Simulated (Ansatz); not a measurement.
# Grüneisen parameters and expansion of KF (Carobbiite, Fm-3m), part 2 of 4

Which modes of KF (Carobbiite) drive its thermal expansion?

Experimental results on record:
- volume expansion coefficient 104.4 1e-6/K and heat capacity C_P per formula unit 49 J/mol/K near room temperature (given in “High-Throughput Prediction of Finite-Temperature Properties using the Quasi-Harmonic Approximation”, 2016, arXiv:1603.06924)
- volume expansion coefficient 95.1 1e-6/K near room temperature (given in “Descriptors for thermal expansion in solids”, 2017, arXiv:1701.03966)

Ansatz 0.2.0; DFT LDA, scalar-relativistic, plane waves, PAW.

So far. Step 2 (Probe on a coarse mesh): The start is under -3.5 GPa at this level and looks like an insulator or semiconductor on this mesh.

## 5. Relaxing to small residual forces and stress

The thresholds are tightened for a last relaxation ahead of the phonons, and where mesh or smearing change with them the cell follows.

The input, input.yaml:

```yaml
crystal:
  lattice:
    - [0.0, 2.5812886551, 2.5812886551]
    - [2.5812886551, 0.0, 2.5812886551]
    - [2.5812886551, 2.5812886551, 0.0]
  atoms:
    - { symbol: K, position: [0.0, 0.0, 0.0] }
    - { symbol: F, position: [0.5, 0.5, 0.5] }
kpoints:
  mp_grid: { grid: [8, 8, 8] }
hamiltonian:
  xc: lda
scf:
  occupations: { method: fixed }
output:
  forces: true
  stress: true
  eigenvalues: true
  write_density: true
  write_potential: true
  elf: true
  volumetric_format: npy
relax:
  adjacent_minimum: "off"
  f_tol: 0.001
  max_steps: 60
  cell: { stress_tol: 0.01 }
```

Command:

```bash
> ansatz run input.yaml --threads 4 --pin off --max-ram 8192MiB --backend cpu --events-out ev --progress --plain --runs-dir out
```

Numbers of over 12 decimals in the logs are rounded to 6 here.

Log:

```text
[...]
Crystal: 2 atoms, lattice volume = 34.399 Å³
Basis set: ecut = 420 eV, 645 PW (Γ)
Bands: 12, of which v1, the nominal top of the filled ones, is band 8 counted from 1 (7 counted from 0)
Symmetry: 48 space group operations
[...]
k-points: 29 of 512
[...]
SCF iter   1: F=—  HF=-2292.800198 eV  |F-HF|=—  |Δ(HF+E_count)|=         —  Δρ=1.66e-2  dr2=7.00e-2  ethr=1.77e-3  ⟨swp⟩=4.6  Hψ=1892  notcnv=0  defer=47
[...]
SCF iter   6: F=-2292.778749 eV  HF=-2292.778749 eV  |F-HF|=9.22e-9  |Δ(HF+E_count)|=   1.25e-8  Δρ=7.02e-6  dr2=1.07e-8  ethr=5.69e-10  ⟨swp⟩=6.9  Hψ=2521  notcnv=0
SCF 1 converged in 6 iterations: F = -2292.778749 eV  dr2 = 1.07e-8
[...]
relax step   1: F+E_penalty+E_count = -2292.77874897 eV  Δ(F+E_penalty+E_count) = +0.000e0 eV  max|allowed force component| = 1.341e-29 eV/Å  Δτ_max = 0.0000 Å  P = -0.012 GPa  Ω = 34.399 Å³  (6 SCF iters, dr2 threshold 1.00e-7 eV, accepted)
Crystal: 2 atoms, lattice volume = 34.390 Å³
[...]
SCF iter   4: F=-2292.778776 eV  HF=-2292.778776 eV  |F-HF|=5.00e-11  |Δ(HF+E_count)|=   1.13e-9  Δρ=1.16e-6  dr2=1.93e-10  ethr=2.10e-12  ⟨swp⟩=5.2  Hψ=2018  notcnv=0
SCF 2 converged in 4 iterations: F = -2292.778776 eV  dr2 = 1.93e-10
relax step   2: F+E_penalty+E_count = -2292.77877644 eV  Δ(F+E_penalty+E_count) = -2.747e-5 eV  max|allowed force component| = 2.748e-29 eV/Å  Δτ_max = 0.0000 Å  P = +0.001 GPa  Ω = 34.390 Å³  energy of the carried Pulay correction = +2.719e-5 eV  (4 SCF iters, dr2 threshold 3.37e-10 eV, accepted)
[...]
SCF iter   6: F=-2292.778776 eV  HF=-2292.778776 eV  |F-HF|=0.00e0  |Δ(HF+E_count)|=  9.09e-13  Δρ=3.60e-8  dr2=1.80e-13  ethr=1.00e-12  ⟨swp⟩=6.4  Hψ=1776  notcnv=0
SCF 3 converged in 6 iterations: F = -2292.778776 eV  dr2 = 1.80e-13
relax step   3: F+E_penalty+E_count = -2292.77877644 eV  Δ(F+E_penalty+E_count) = -1.728e-11 eV  max|allowed force component| = 8.743e-29 eV/Å  Δτ_max = 0.0000 Å  P = +0.000 GPa  Ω = 34.390 Å³  stress off target by 3.75e-5 GPa  SCF on the basis re-selected at this cell (its energy is not comparable with the rows above)  (6 SCF iters)
[...]
SCF converged after 6 iterations
Free energy (F): -2292.778776 eV
[...]
Internal energy: -2292.778776 eV  (E = F + TS)
E sigma→0 (E₀):  -2292.778776 eV
Fermi energy:    1.777626 eV
[...]
--- Stress (GPa, compression-positive) ---
        0.000037      -0.000000      -0.000000
       -0.000000       0.000037      -0.000000
       -0.000000      -0.000000       0.000037
  P = ⅓ Tr σ = 0.0000 GPa (0.000 kbar)
--- Band table (eV; the first three rows and the last of 29) ---
  k-point 0: bands = [... 4 lower, -6.9731, 1.7776, 1.7776, 1.7776, 8.1453, 12.5742, 12.5742, 12.5742]
  k-point 1: bands = [... 4 lower, -6.9797, 1.6027, 1.7057, 1.7057, 8.6269, 12.2863, 12.8116, 12.8116]
  k-point 2: bands = [... 4 lower, -6.9953, 1.2384, 1.5381, 1.5381, 9.7873, 11.9370, 13.4091, 13.4091]
  k-point 28: bands = [... 4 lower, -7.0773, 1.2619, 1.6593, 1.6593, 11.5728, 11.5728, 13.4416, 15.7623]
--- Relaxed structure (2 steps of the walk, 2 accepted, 1 SCFs on fresh bases) ---
[...]
cell:  # Å, volume = 34.3898 Å³
    - [0, 2.581070, 2.581070]
    - [2.581070, 0, 2.581070]
    - [2.581070, 2.581070, 0]
  atoms:
    - { symbol: K, position: [0, 0, 0] }
    - { symbol: F, position: [0.500000, 0.500000, 0.500000] }
```

It took 0.91 s on 4 threads of Arm Neoverse V1, shared host; peak memory 0.23 GiB.

Little changed from the start: no atom moved by 0.005 Å and no cell edge by 0.1 %.

This step gave:

* pressure: 3.75e-5 GPa
* gap on the k-mesh: 6.368 eV
* volume per atom: 17.19 Å³

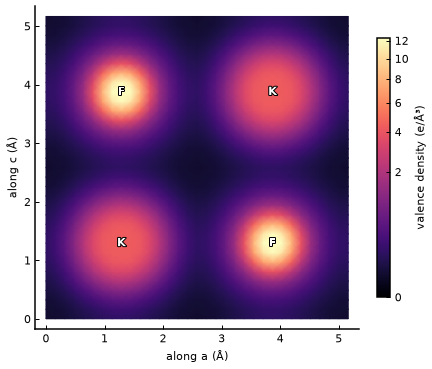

Valence density in the ac plane of the conventional cell at fractional y = 0.000, with atoms of K and F within 0.2 Å of it. It is the smooth field of the valence electrons, not physical close to the nuclei. The map starts off the cell's origin, so that atoms lie inside it. The colour scale is stretched toward low values.

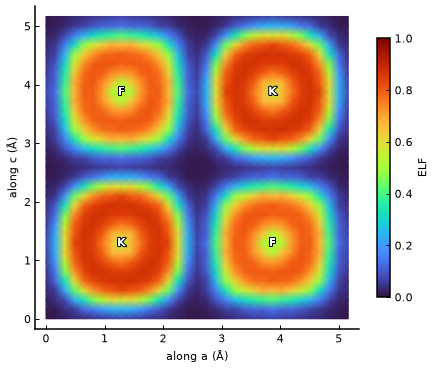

ELF in the ac plane of the conventional cell at fractional y = 0.000, with atoms of K and F within 0.2 Å of it. It is the smooth field of the valence electrons, not physical close to the nuclei. The map starts off the cell's origin, so that atoms lie inside it.

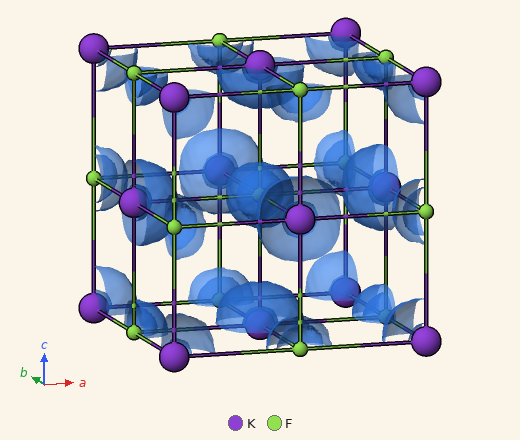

Surface of ELF = 0.79.

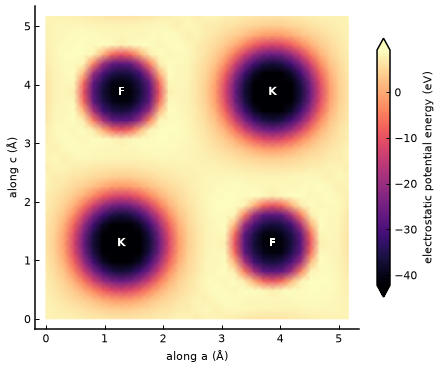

Electrostatic potential energy in the ac plane of the conventional cell at fractional y = 0.000, with atoms of K and F within 0.2 Å of it. With pseudopotentials it is smooth inside the atoms' cores, unlike the true potential. The map starts off the cell's origin, so that atoms lie inside it.

The residual pressure is 3.7e-5 GPa, small enough for phonons.

## 6. Lattice dynamics at this volume, V/V0 1

The same q-mesh and k-mesh are kept at every volume, so that much of their error can cancel in the differences.

The input, input.yaml:

```yaml
crystal:
  lattice:
    - [0.0, 2.5810700582, 2.5810700582]
    - [2.5810700582, 0.0, 2.5810700582]
    - [2.5810700582, 2.5810700582, 0.0]
  atoms:
    - { symbol: K, position: [0.0, 0.0, 0.0] }
    - { symbol: F, position: [0.5, 0.5, 0.5] }
kpoints:
  mp_grid: { grid: [8, 8, 8] }
hamiltonian:
  xc: lda
scf:
  occupations: { method: fixed }
output:
  eigenvalues: true
phonons:
  method: dfpt
  dielectric: true
  rigid_motions: translations
  qmesh: [4, 4, 4]
  temperatures: { t_max: 1000, t_step: 50 }
  qpath:
    path:
      - [[0.0, 0.0, 0.0], [0.5, 0.0, 0.5], [0.625, 0.25, 0.625]]
      - [[0.375, 0.375, 0.75], [0.0, 0.0, 0.0], [0.5, 0.5, 0.5], [0.5, 0.25, 0.75], [0.5, 0.0, 0.5]]
    npoints: 10
```

Log:

```text
[...]
Crystal: 2 atoms, lattice volume = 34.390 Å³
Basis set: ecut = 420 eV, 645 PW (Γ), exchange–correlation on 50×50×50 points (8 copies of the dense FFT grid, shifted against one another)
Bands: 12, of which v1, the nominal top of the filled ones, is band 8 counted from 1 (7 counted from 0)
Symmetry: 48 space group operations
k-points: 59 of 512 (irreducible under 8 space group operations, time reversal used)
[...]
SCF iter   1: F=—  HF=-2292.800285 eV  |F-HF|=—  |Δ(HF+E_count)|=         —  Δρ=1.63e-2  dr2=6.75e-2  ethr=1.77e-3  ⟨swp⟩=4.4  Hψ=3853  notcnv=0  defer=95
[...]
SCF iter   8: F=-2292.778776 eV  HF=-2292.778776 eV  |F-HF|=1.05e-11  |Δ(HF+E_count)|=  2.60e-10  Δρ=2.28e-7  dr2=1.07e-11  ethr=1.00e-12  ⟨swp⟩=7.1  Hψ=4040  notcnv=0
SCF 1 converged in 8 iterations: F = -2292.778776 eV  dr2 = 1.07e-11
[...]
DFPT response loops at Γ: preconditioner auto → none (the input reference at scf.mixing.eps_inf says where Resta's filter doesn't serve); β = 0.50; Broyden in place of MSR1
NSCF: frozen V_eff on 29 k-points
[...]
SCF converged after 8 iterations
Free energy (F): -2292.778776 eV
[...]
Internal energy: -2292.778776 eV  (E = F + TS)
E sigma→0 (E₀):  -2292.778776 eV
Fermi energy:    1.777622 eV
[...]
--- Band table (eV; the first three rows and the last of 59) ---
  k-point 0: bands = [... 4 lower, -6.9731, 1.7776, 1.7776, 1.7776, 8.1453, 12.5742, 12.5742, 12.5742]
  k-point 1: bands = [... 4 lower, -6.9797, 1.6027, 1.7057, 1.7057, 8.6269, 12.2863, 12.8116, 12.8116]
  k-point 2: bands = [... 4 lower, -6.9953, 1.2384, 1.5381, 1.5381, 9.7873, 11.9370, 13.4091, 13.4091]
  k-point 58: bands = [... 4 lower, -7.0773, 1.2619, 1.6593, 1.6593, 11.5728, 11.5728, 13.4416, 15.7623]
--- Phonons (Γ-DFPT): 2 representative perturbations + reference, on 59 of 512 k-points (Σ response iterations 6) ---
  k mesh reduced under 8 symmetry operations, with k and −k counted as one. Each operation leaves every solved perturbation unchanged. A smaller set is not considered because the run solves the response to a homogeneous field
  ASR residual: 2.013e-4 → 0.000e0 eV/Å²; symmetrization residual: 1.296e-6 eV/Å²
  ASR residual per site (eV/Å²): 5.76e-5 2.01e-4
  Γ frequencies (cm⁻¹): 0.00 0.00 0.00 210.60 210.60 210.60
  ε∞ (high-frequency dielectric tensor):
        2.097353    -0.000000    -0.000000
        0.000000     2.097353    -0.000000
        0.000000     0.000000     2.097353
  ε⁰ (static dielectric tensor: ions relaxed, cell fixed):
        5.432972     0.000000    -0.000000
        0.000000     5.432972    -0.000000
       -0.000000     0.000000     5.432972
  ε⁰ − ε∞ (ionic part):
        3.335619     0.000000    -0.000000
        0.000000     3.335619     0.000000
       -0.000000     0.000000     3.335619
  softest optical mode at Γ: 210.60 cm⁻¹; the repairs (sum rule, projections) moved no ω² at Γ by more than (1.73 cm⁻¹)²
  Born effective charges Z* (e; rows j = field, columns β = displacement):
    site 0:
         1.14979    0.00000   -0.00000
        -0.00000    1.14979   -0.00000
        -0.00000   -0.00000    1.14979
    site 1:
        -1.14979   -0.00000    0.00000
         0.00000   -1.14979    0.00000
         0.00000    0.00000   -1.14979
  Z* charge neutrality: 2.364e-7 e pre-enforcement
  k-mesh period / interband length: 29.2 Å / 0.88 Å = 33.31 at k = (0.0000, 0.0000, 0.0000), direct gap 6.368 eV — 14 or more, which is no proof of convergence
  optical modes at Γ without the LO–TO term, one row a degenerate level:
      ω (cm⁻¹)  modes    IR ((D/Å)²/amu)
        210.60      3             7.1564
  optical modes at Γ + LO–TO along q̂ = [1.0000, 0.0000, 0.0000]:
      ω (cm⁻¹)  modes    IR ((D/Å)²/amu)
        210.60      2             4.7709
        338.96      1             2.3855
  optical modes at Γ + LO–TO along q̂ = [0.0000, 1.0000, 0.0000]:
      ω (cm⁻¹)  modes    IR ((D/Å)²/amu)
        210.60      2             4.7709
        338.96      1             2.3855
  optical modes at Γ + LO–TO along q̂ = [0.0000, 0.0000, 1.0000]:
      ω (cm⁻¹)  modes    IR ((D/Å)²/amu)
        210.60      2             4.7709
        338.96      1             2.3855
--- Phonons (arbitrary-q DFPT): 8 irreducible q on the 4×4×4 mesh ---
  q = [0.0000, 0.0000, 0.0000] (star 1, of the zone-centre solve; hermiticity 1.24e-6, symmetrization 2.59e-14): -0.00 0.00 0.00 210.60 210.60 210.60
  q = [0.0000, 0.0000, 0.2500] (star 8, 2 solved perturbations on 288 of 512 k-point pairs; hermiticity 3.62e-7, symmetrization 9.87e-14): 86.16 86.16 127.26 204.47 204.47 317.83
[...]
q = [0.0000, 0.2500, 0.2500] (star 6, 4 solved perturbations in 528 linear systems a pass and spin channel, the states on 164 of 512 k-point pairs; hermiticity 6.19e-7, symmetrization 7.49e-14): 62.67 62.67 160.89 214.70 214.70 277.54
[...]
sum rule: each row above includes the acoustic sum rule's correction from the zone centre's row sums; it moved no ω² by more than (1.70 cm⁻¹)²
  mesh force constants: q→R imaginary residual 3.98e-18; ASR residual 2.013e-4 → 0.000e0 eV/Å²; symmetrization residual 2.665e-15 eV/Å²
  interpolated dispersion: 63 rows × 6 modes
  density of states and harmonic sums: on the 24×24×24 q-mesh, interpolated from the force constants of a 4×4×4 supercell (with the dipole–dipole term)
  largest difference from the sums on the solved wave vectors: F 1.16e-2 eV, S 1.56e-5 and C_V 4.00e-6 eV/K
  zero-point energy: 0.066113 eV/cell   skipped modes (ω ≤ 0): 3   left out of the sums: 3.62e-5 of the cell's modes: C_V's classical limit lies that fraction below 3 k_B per atom; for a crystal, a wire or a layer, F and S can be off by more, and a phonons.interpolated_qmesh denser along its periods is the remedy for the sampling
```

Run time: 46 s. Hardware: 4 threads; peak memory 0.68 GiB.

Numbers from this step:

* Γ frequencies: 0, 0, 0, 210.6, 210.6, 210.6 cm⁻¹ (negative: imaginary)
* lowest frequency on the path: 0 cm⁻¹
* zero-point energy: 0.06611 eV/cell
* point group: m-3m
* highest frequency: 339 cm⁻¹
* Debye temperature from the second moment: 348 K

LO-TO term included. Phonon branches along the path, in cm⁻¹:

| point | branch 1 | branch 2 | branch 3 | branch 4 | branch 5 | branch 6 |
| --- | --- | --- | --- | --- | --- | --- |
| Γ | 0 | 0 | 0 | 211 | 211 | 339 |
| X | 87 | 87 | 170 | 218 | 218 | 228 |
| U | 111 | 151 | 152 | 208 | 225 | 230 |
| jump to K | 111 | 151 | 152 | 208 | 225 | 230 |
| Γ | 0 | 0 | 0 | 211 | 211 | 339 |
| L | 129 | 129 | 193 | 193 | 210 | 275 |
| W | 136 | 136 | 152 | 215 | 223 | 223 |
| X | 87 | 87 | 170 | 218 | 218 | 228 |

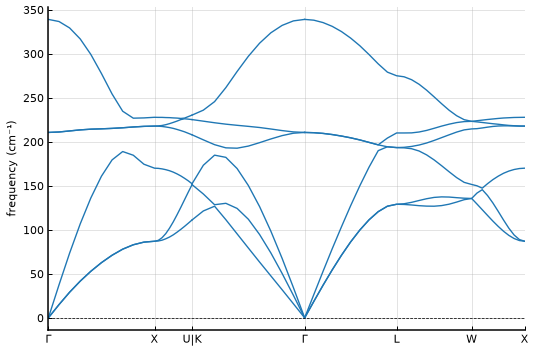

Phonon branches along the path.

The phonon density of states has structure finer than the step of the table below, so its rows give means over 20 cm⁻¹, whole bins alone (the curve runs from 2.5 to 338 cm⁻¹). Peaks (cm⁻¹: height): 127.5: 0.0464, 172.5: 0.0384, 212.5: 0.0956.

Tetrahedra on 24 24 24, mean over bins of 5 cm⁻¹. The phonon density of states by wavenumber; means over each step:

| wavenumber (cm⁻¹) | phonon density of states (1/cm⁻¹/cell) |
| --- | --- |
| 20 | 5.1e-4 |
| 40 | 0.00224 |
| 60 | 0.00581 |
| 80 | 0.0135 |
| 100 | 0.0237 |
| 120 | 0.0356 |
| 140 | 0.0254 |
| 160 | 0.0186 |
| 180 | 0.0236 |
| 200 | 0.0473 |
| 220 | 0.0592 |
| 240 | 0.0148 |
| 260 | 0.0115 |
| 280 | 0.00870 |
| 300 | 0.00546 |
| 320 | 0.00341 |

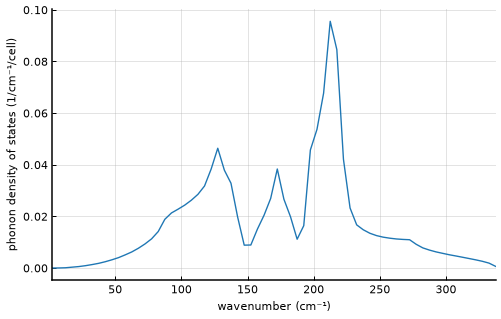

Phonon density of states against wavenumber.

Harmonic. Thermo, by row:

| T (K) | F_vib (meV/atom) | S (J/mol-atom/K) | C_V (J/mol-atom/K) |
| --- | --- | --- | --- |
| 0 | 33.06 | 0 | 0 |
| 50 | 32.74 | 2.295 | 5.683 |
| 100 | 29.79 | 9.353 | 14.93 |
| 150 | 23.08 | 16.38 | 19.45 |
| 200 | 13.01 | 22.3 | 21.58 |
| 250 | 0.14 | 27.25 | 22.7 |
| 300 | -15.1 | 31.45 | 23.35 |
| 350 | -32.36 | 35.08 | 23.75 |
| 400 | -51.39 | 38.27 | 24.02 |
| 450 | -71.97 | 41.12 | 24.21 |
| 500 | -93.95 | 43.67 | 24.35 |
| 550 | -117.2 | 46 | 24.45 |
| 600 | -141.6 | 48.13 | 24.53 |
| 650 | -167.1 | 50.1 | 24.59 |
| 700 | -193.5 | 51.92 | 24.64 |
| 750 | -220.8 | 53.62 | 24.68 |
| 800 | -249.1 | 55.22 | 24.71 |
| 850 | -278.1 | 56.71 | 24.73 |
| 900 | -307.8 | 58.13 | 24.76 |
| 950 | -338.3 | 59.47 | 24.78 |
| 1000 | -369.4 | 60.74 | 24.79 |

The modes has structure finer than the step of the table below, so its rows give means over 20 cm⁻¹, whole bins alone (the curve runs from -10 to 358 cm⁻¹). Peaks (cm⁻¹: height): F 214.6: 0.0647; K 128.9: 0.0393, 172.9: 0.026, 214.6: 0.0291.

Phonopy on the run's constants, 19x19x19 mesh, Gaussian sigma 2.6 cm⁻¹. The modes by wavenumber; means over each step; values in 1/cm⁻¹/cell:

| wavenumber (cm⁻¹) | F | K |
| --- | --- | --- |
| 0 | 7.7e-6 | 1.5e-5 |
| 20 | 1.7e-4 | 3.6e-4 |
| 40 | 7.2e-4 | 0.00155 |
| 60 | 0.00180 | 0.00405 |
| 80 | 0.00403 | 0.00951 |
| 100 | 0.00625 | 0.0172 |
| 120 | 0.00597 | 0.0297 |
| 140 | 0.00349 | 0.0218 |
| 160 | 0.00441 | 0.0141 |
| 180 | 0.00667 | 0.0169 |
| 200 | 0.0364 | 0.0105 |
| 220 | 0.0422 | 0.0180 |
| 240 | 0.0134 | 0.00129 |
| 260 | 0.0103 | 0.00106 |
| 280 | 0.00728 | 0.00147 |
| 300 | 0.00406 | 0.00137 |
| 320 | 0.00240 | 0.00101 |
| 340 | 4.9e-4 | 2.3e-4 |

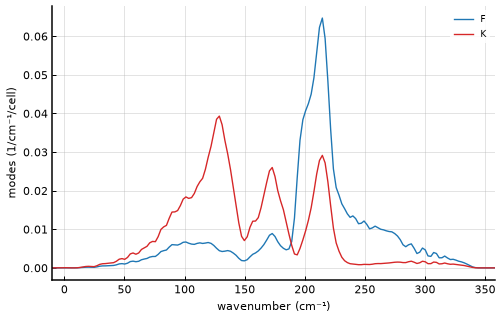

Modes against wavenumber.

Born charge (rows field, columns displacement) (e), principal values of the symmetric part by kind of site:

| atom | atoms with these values | low | middle | high | mean |
| --- | --- | --- | --- | --- | --- |
| K1 | 1 | 1.15 | 1.15 | 1.15 | 1.15 |
| F2 | 1 | -1.15 | -1.15 | -1.15 | -1.15 |

In full for F2:

```
-1.15  0.00  0.00
 0.00 -1.15  0.00
 0.00  0.00 -1.15
```

ε∞:

```
2.10 0.00 0.00
0.00 2.10 0.00
0.00 0.00 2.10
```

No LO-TO term. Modes at Γ, with each element's share of the kinetic energy:

| mode | frequency (cm⁻¹) | symmetry | K % | F % |
| --- | --- | --- | --- | --- |
| 1 | 0.0 | T1u | 67 | 33 |
| 2 | 0.0 | T1u | 67 | 33 |
| 3 | 0.0 | T1u | 67 | 33 |
| 4 | 210.6 | T1u | 33 | 67 |
| 5 | 210.6 | T1u | 33 | 67 |
| 6 | 210.6 | T1u | 33 | 67 |

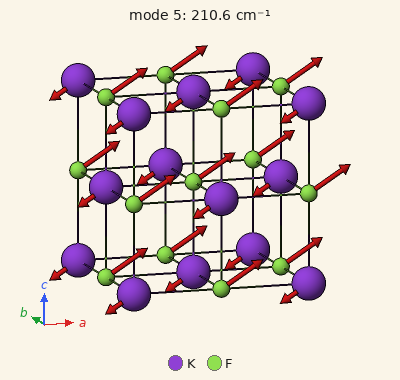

Displacement patterns of mode 5 at Γ; arrows are exaggerated. Some periodic images of atoms are drawn too.

No mode is imaginary beyond numerical noise at the solved wavevectors.

## 7. A cell at another volume, V/V0 1.015

Symmetry fixes every atom, so a single point at the scaled cell gives the energy and pressure of this member.

The cell differs from the one that the last finished run ended in (a 3.650 → 3.668 Å, b 3.650 → 3.668 Å, c 3.650 → 3.668 Å).

input.yaml, the sections that differ from step 6:

```yaml
crystal:
  lattice:
    - [0.0, 2.5939114142, 2.5939114142]
    - [2.5939114142, 0.0, 2.5939114142]
    - [2.5939114142, 2.5939114142, 0.0]
  atoms:
    - { symbol: K, position: [0.0, 0.0, 0.0] }
    - { symbol: F, position: [0.5, 0.5, 0.5] }
output:
  forces: true
  stress: true
  eigenvalues: true
# kpoints, hamiltonian, scf: as in step 6
# phonons: removed
```

Log:

```text
[...]
Crystal: 2 atoms, lattice volume = 34.906 Å³
Basis set: ecut = 420 eV, 701 PW (Γ)
Bands: 12, of which v1, the nominal top of the filled ones, is band 8 counted from 1 (7 counted from 0)
Symmetry: 48 space group operations
[...]
k-points: 29 of 512
[...]
SCF iter   1: F=—  HF=-2292.799087 eV  |F-HF|=—  |Δ(HF+E_count)|=         —  Δρ=1.61e-2  dr2=6.78e-2  ethr=1.77e-3  ⟨swp⟩=4.2  Hψ=1878  notcnv=0  defer=49
[...]
SCF iter   6: F=-2292.777630 eV  HF=-2292.777630 eV  |F-HF|=2.06e-8  |Δ(HF+E_count)|=   1.15e-8  Δρ=1.06e-5  dr2=2.41e-8  ethr=6.25e-10  ⟨swp⟩=6.0  Hψ=1813  notcnv=0
SCF 1 converged in 6 iterations: F = -2292.777630 eV  dr2 = 2.41e-8
[...]
SCF converged after 6 iterations
Free energy (F): -2292.777630 eV
[...]
Internal energy: -2292.777630 eV  (E = F + TS)
E sigma→0 (E₀):  -2292.777630 eV
Fermi energy:    1.658991 eV
[...]
--- Stress (GPa, compression-positive) ---
       -0.627734      -0.000000      -0.000000
       -0.000000      -0.627734      -0.000000
       -0.000000       0.000000      -0.627734
  P = ⅓ Tr σ = -0.6277 GPa (-6.277 kbar)
--- Band table (eV; the first three rows and the last of 29) ---
  k-point 0: bands = [... 4 lower, -7.1399, 1.6590, 1.6590, 1.6590, 7.9428, 12.4199, 12.4199, 12.4199]
  k-point 1: bands = [... 4 lower, -7.1464, 1.4885, 1.5907, 1.5907, 8.4185, 12.1326, 12.6537, 12.6537]
  k-point 2: bands = [... 4 lower, -7.1618, 1.1319, 1.4290, 1.4290, 9.5697, 11.7758, 13.2408, 13.2408]
  k-point 28: bands = [... 4 lower, -7.2426, 1.1587, 1.5332, 1.5332, 11.4076, 11.4076, 13.2367, 15.5358]
```

The job ended after 0.35 s (4 threads; peak memory 0.22 GiB).

This step gave:

| Quantity | Value |
| --- | --- |
| pressure | -0.6277 GPa |
| gap on the k-mesh | 6.284 eV |
| volume per atom | 17.45 Å³ |

At this level the gap is 6.28 eV on the k-mesh of the self-consistent run, which can miss the band edges.

(Continued in part 3 of 4.)

[Logs are printed without paths, hosts, clocks, repeated set-up lines and the standing remarks that a program may print on its own settings, such as how far it seeks lower states.]

[Hosts, paths, dates, database ids (printed as entryN), source tags and the programs' standing remarks are cut or masked in the printed files.]

[A step with changed settings may run another functional than the one named; its input shows which.]

[Of the runs on displaced cells, only some may be shown.]
